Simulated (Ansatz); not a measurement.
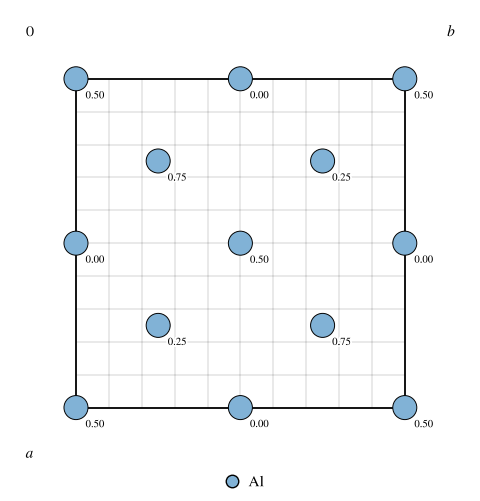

Plan of a unit cell projected along c (a down the page, b across); the numbers are heights as fractions of c, and atoms on the cell's edges are repeated. The grid marks tenths of a and b. Source: the input geometry of an electronic-structure calculation (not necessarily at equilibrium); the starting structure was generated, so it need not be a known form of this composition. Geometry calculated from the standardised cell; symmetry tolerance 0.002 Å.

a = 6.047 Å, b = 6.047 Å, c = 6.047 Å, α = 90.00°, β = 90.00°, γ = 90.00°.

Question: What does the cell contain?

Answer: 8 Al: Al, Z = 8.

Question: Which space group?

Answer: Fd-3m (No. 227, origin choice 1), face-centred cubic.

Question: Give the independent sites, coordinates to two places.

Answer:
```
atom  site  symmetry     x     y     z
  Al    8b      -43m  0.75  0.75  0.75
```
